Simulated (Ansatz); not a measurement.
## PbTe: band-structure calculation

The run: band-structure calculation of PbTe (I4/mmm, 2 atoms in the cell). Method and program: DFT, PBEsol, all-electron LAPW, scalar-relativistic, no spin polarisation (Ansatz 0.2.0).

The structure derives from an entry of the Crystallography Open Database. It belongs to a series of runs on one base structure; here: equal xx and yy strain of -1 %. Figures and captions count atoms from 1; the log counts them from 0 in places.

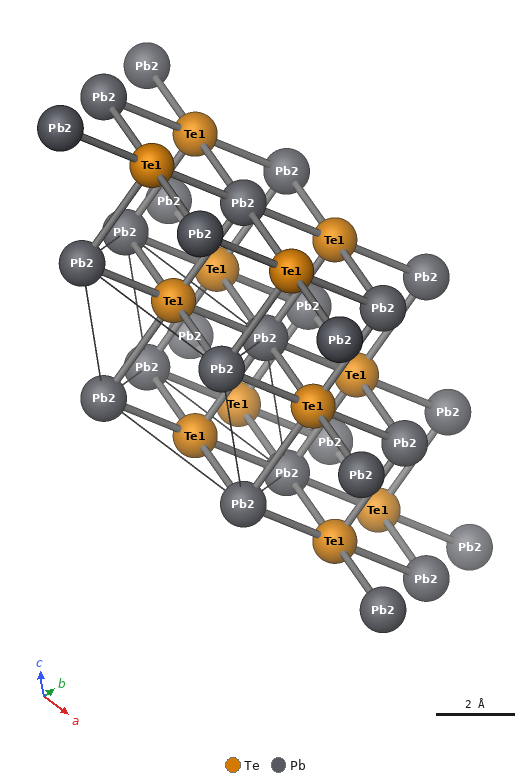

**Figure 1.** The structure (ball-and-stick view of the reduced cell, repeated 2 × 2 × 2, seen slightly off an axis; atoms are numbered from 1 in the order of the input). Near neighbours in the crystal (not all of them lie inside the picture): Te has 6 Pb at 3.19 to 3.23 Å; Pb has 6 Te at 3.19 to 3.23 Å.

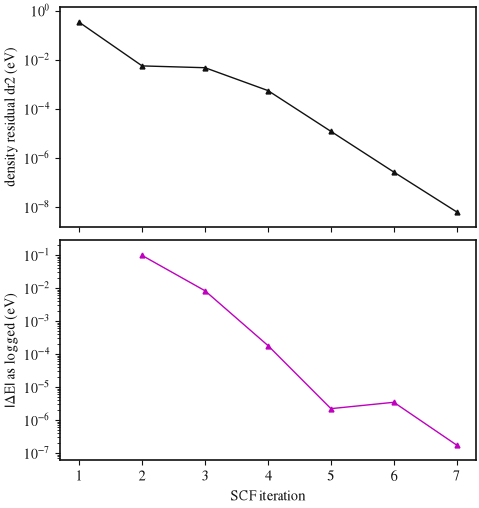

**Figure 2.** Convergence of the self-consistent field: density residual dr2 and size of the energy change against the SCF iteration. The residual falls at every step.

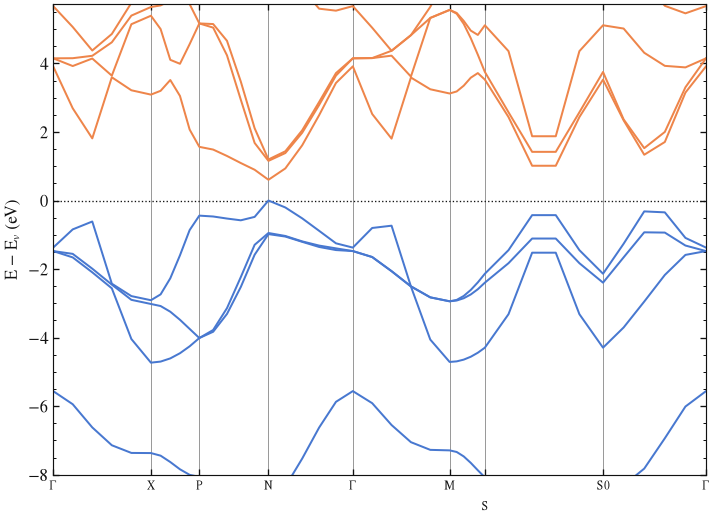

**Figure 3.** Band structure along Γ–X–P–N–Γ–M–S–S0–Γ, with energies from the valence-band top. There is a gap of 0.61 eV on this path, direct, at N.

The input that produced these results follows, with the program's output.

### The input
```yaml
crystal:
  lattice:
    - [0.0, 3.19473, 3.227]
    - [3.19473, 0.0, 3.227]
    - [3.19473, 3.19473, 0.0]
  atoms:
    - { symbol: Te, position: [0.5, 0.5, 0.5] }
    - { symbol: Pb, position: [0.0, 0.0, 0.0] }
kpoints:
  mp_grid: { grid: [10, 10, 10] }
  band_path:
    path:
      - [0.0, 0.0, 0.0]
      - [0.0, 0.5, 0.5]
      - [0.25, 0.75, 0.5]
      - [0.0, 0.5, 0.0]
      - [0.0, 0.0, 0.0]
      - [0.5, 0.5, 0.0]
      - [0.3725125, 0.6274875, 0.0]
      - [-0.3725125, 0.3725125, 0.0]
      - [0.0, 0.0, 0.0]
    npoints: 5
scf:
  occupations: { method: fermi_dirac, width: 0.03 }
hamiltonian:
  xc: pbesol
  pseudopotentials: { kind: all_electron, lapw: { basis_error: 0.0005 } }
output:
  forces: true
  stress: true
  eigenvalues: true
```

Launched with:
```bash
ansatz run input.yaml --threads 1 --pin off --max-ram 3072MiB --backend cpu --events-out ev --progress --plain --runs-dir out
```

### Output
```
LAPW: plane waves up to 7.238 Å⁻¹, error target 5.0e-4 eV per atom; small_component_spin mean_spin; Te in spheres of 1.565 Å, 24 of its electrons in bands, Dirac shells []; Pb in spheres of 1.630 Å, 36 of its electrons in bands, Dirac shells [] (how accurate: hamiltonian.pseudopotentials.lapw.basis_error, Limitations)
Engine: ansatz 0.2.0, x86_64-unknown-linux-gnu
Pseudopotentials: kind: all_electron
Pseudopotential: Te, LAPW, valence charge 24, lapw/all_electron/scalar/gaussian/Te, Koelling and Harmon's equation, gaussian nucleus
Pseudopotential: Pb, LAPW, valence charge 36, lapw/all_electron/scalar/gaussian/Pb, Koelling and Harmon's equation, gaussian nucleus
Functional definition: PBEsol
  exchange = pbesol_x
  correlation = pbesol_c
Crystal: 2 atoms, lattice volume = 65.871 Å³
Basis set: ecut = 199.60849050066136 eV, 411 PW (Γ), exchange–correlation at level 2
Bands: 36, of which v1, the nominal top of the filled ones, is band 30 counted from 1 (29 counted from 0)
Symmetry: 16 space group operations
Space group: I4/mmm (ITA 139), of the structure as read, at distance tolerance 4.0e-5 Å
k-points: 102 of 1000
Non-local potential: Te, projectors of the file, none
Non-local potential: Pb, projectors of the file, none
Initial density: superposition of atomic densities (chi_scale 0.1, normalization cell, long waves kept (reshape's long-wave potential 0.00 eV rms))
Initial wavefunctions: plane waves of lowest kinetic energy (no species holds an atomic orbital)
Functional: x = pbesol(κ = 0.804, μ = 0.12345679012345678), c = pbesol(β = 0.046)
iter 1 solved again at ethr=5.54e-4 eV; its pass at ethr=1.00e-1 eV (dr2=3.32e-1 eV) is discarded
SCF iter   1: F=—  HF=-752721.943145 eV  |F-HF|=—  |Δ(HF+E_count)|=         —  Δρ=1.43e-2  dr2=3.32e-1  ethr=5.54e-4  ⟨swp⟩=2.7  Hψ=22835  notcnv=0
preconditioner: auto → none  [insulator: Δε(μ)=0.714 eV  Ē_g=16.048 eV  σ=0.030 eV  W_gap=1.00  n_scr=14 (ndim 8)  ℏωp=20.5 eV  f_vac=0.097  D(μ)=0.00/eV (n_scr^D=0)  ε∞_Penn≈2.6]
iter 2 solved again at ethr=9.27e-6 eV; its pass at ethr=5.54e-4 eV (dr2=5.56e-3 eV) is discarded
SCF iter   2: F=—  HF=-752721.845771 eV  |F-HF|=—  |Δ(HF+E_count)|=   9.74e-2  Δρ=3.45e-3  dr2=5.57e-3  ethr=9.27e-6  ⟨swp⟩=2.0  Hψ=19164  notcnv=0
SCF iter   3: F=—  HF=-752721.837490 eV  |F-HF|=—  |Δ(HF+E_count)|=   8.28e-3  Δρ=2.23e-3  dr2=4.70e-3  ethr=9.27e-6  ⟨swp⟩=2.2  Hψ=11509  notcnv=0
SCF iter   4: F=—  HF=-752721.837671 eV  |F-HF|=—  |Δ(HF+E_count)|=   1.81e-4  Δρ=7.83e-4  dr2=5.52e-4  ethr=7.84e-6  ⟨swp⟩=2.0  Hψ=10914  notcnv=0
SCF iter   5: F=—  HF=-752721.837673 eV  |F-HF|=—  |Δ(HF+E_count)|=   2.22e-6  Δρ=1.29e-4  dr2=1.21e-5  ethr=9.20e-7  ⟨swp⟩=2.0  Hψ=10914  notcnv=0
SCF iter   6: F=—  HF=-752721.837676 eV  |F-HF|=—  |Δ(HF+E_count)|=   3.46e-6  Δρ=1.84e-5  dr2=2.67e-7  ethr=2.02e-8  ⟨swp⟩=2.0  Hψ=10914  notcnv=0
SCF iter   7: F=-752721.837677 eV  HF=-752721.837677 eV  |F-HF|=5.82e-9  |Δ(HF+E_count)|=   1.74e-7  Δρ=2.91e-6  dr2=6.37e-9  ethr=4.46e-10  ⟨swp⟩=2.9  Hψ=11063  notcnv=0
SCF 1 converged in 7 iterations: F = -752721.837677 eV  dr2 = 6.37e-9
NSCF: frozen V_eff on 41 k-points
SCF converged after 7 iterations
Free energy (F): -752721.837677 eV
Harris-Foulkes:  -752721.837677 eV  (|F-HF|=5.82e-9)
Internal energy: -752721.837676 eV  (E = F + TS)
E sigma→0 (E₀):  -752721.837676 eV
Entropy (-TS):   -0.000000 eV (-0.000 meV/atom)
Fermi energy:    12.428093 eV
--- Per-component energies (eV) ---
  E_band       = -3385.376533
  E_kinetic    = 849891.030056
  E_xc         = -15139.545618
  E_electrostatic = -1587473.322114  (all electrons and nuclei)
  E_smearing   = -0.000000  (= −TS)
  E_closure    = 0.000000  (closes the sum)
  E_atoms      = -752713.611654  (free atoms, spherical and without spin; not in F)
  Σ components = -752721.837677   (vs F -752721.837677, Δ=0.00e0)
  Basis errors (estimates in eV, not in F): energy 1.8e-4 per atom: plane waves 1.7e-4 (8.9e-5 summed), levels above the bands 1.1e-101, relativity 3.3e-9, radial functions 1.3e-5, core shells 1.2e-8; eigenvalues (radial functions only) 1.3e-6; not estimated: angular momenta, meshes, grids; target (lapw.basis_error) 5.0e-4; muffin-tin radii Te 1.565 Å, Pb 1.630 Å
--- Forces (eV/Å), atoms counted from 1 ---
  atom   1  Te    -0.00000000     0.00000000     0.00000000
  atom   2  Pb     0.00000000    -0.00000000     0.00000000
  max |Σ_I F_I| component: 1.11e-29 eV/Å
--- Stress (GPa, compression-positive) ---
        1.140360       0.000000      -0.000000
        0.000000       1.140360      -0.000000
       -0.000000      -0.000000      -0.139918
  P = ⅓ Tr σ = 0.7136 GPa (7.136 kbar)
--- Band table (eV; the first three rows and the last of 102) ---
  k-point 0: bands = ["-146.5281", "-127.2718", "-116.3212", "-116.3195", "-116.3195", "-116.3191", "-116.3185", "-116.3165", "-116.3165", "-96.6313", "-96.6312", "-96.6312", "-69.0641", "-69.0593", "-69.0593", "-24.0790", "-24.0778", "-24.0722", "-24.0717", "-24.0717", "-4.5782", "-4.5756", "-4.5648", "-4.5648", "-4.5633", "-0.1264", "6.5639", "10.6500", "10.6500", "10.7512", "16.0403", "16.2747", "16.2747", "17.7983", "17.8585", "17.8585"]
  k-point 1: bands = ["-146.5281", "-127.2718", "-116.3212", "-116.3195", "-116.3195", "-116.3191", "-116.3185", "-116.3165", "-116.3165", "-96.6313", "-96.6312", "-96.6312", "-69.0641", "-69.0593", "-69.0593", "-24.0789", "-24.0778", "-24.0721", "-24.0716", "-24.0716", "-4.5795", "-4.5772", "-4.5643", "-4.5633", "-4.5620", "-0.0374", "6.2509", "10.6795", "10.7292", "10.8765", "15.5553", "15.7709", "15.8429", "17.6651", "18.0204", "18.0533"]
  k-point 2: bands = ["-146.5281", "-127.2718", "-116.3212", "-116.3195", "-116.3195", "-116.3191", "-116.3185", "-116.3165", "-116.3165", "-96.6313", "-96.6312", "-96.6312", "-69.0641", "-69.0593", "-69.0593", "-24.0789", "-24.0777", "-24.0720", "-24.0716", "-24.0715", "-4.5835", "-4.5818", "-4.5636", "-4.5588", "-4.5576", "0.2233", "5.4981", "10.7704", "10.8106", "11.2419", "14.6129", "14.9108", "14.9981", "17.7232", "18.5680", "18.5846"]
  k-point 101: bands = ["-146.5281", "-127.2718", "-116.3212", "-116.3195", "-116.3195", "-116.3191", "-116.3185", "-116.3165", "-116.3165", "-96.6313", "-96.6312", "-96.6312", "-69.0641", "-69.0593", "-69.0593", "-24.0785", "-24.0781", "-24.0724", "-24.0707", "-24.0707", "-4.6500", "-4.5743", "-4.5637", "-4.5364", "-4.5364", "1.5982", "4.8343", "7.4144", "9.1844", "9.1844", "15.2481", "17.6867", "17.6867", "18.8302", "22.4806", "23.1706"]
```

### Summary

| quantity | value |
| --- | --- |
| outcome | converged |
| space group (tolerance 0.01 Å) | I4/mmm (139) |
| electrons in bands (core shells apart) | 60 |
| free energy | −752721.8377 eV |
| Fermi energy | 12.428 eV |
| pressure | 0.71 GPa |
| electronic character | gap of 0.61 eV |
| largest force (length of the vector) | under 0.001 eV/Å |
| hardware | 1 thread of Intel Xeon @ 2.50GHz (Skylake/Cascade Lake), 128 GiB of memory available, shared host |
| wall time | 48 s |
| peak memory | 0.6 GiB |

### Remarks

Spin–orbit coupling is left out, which matters for Pb.
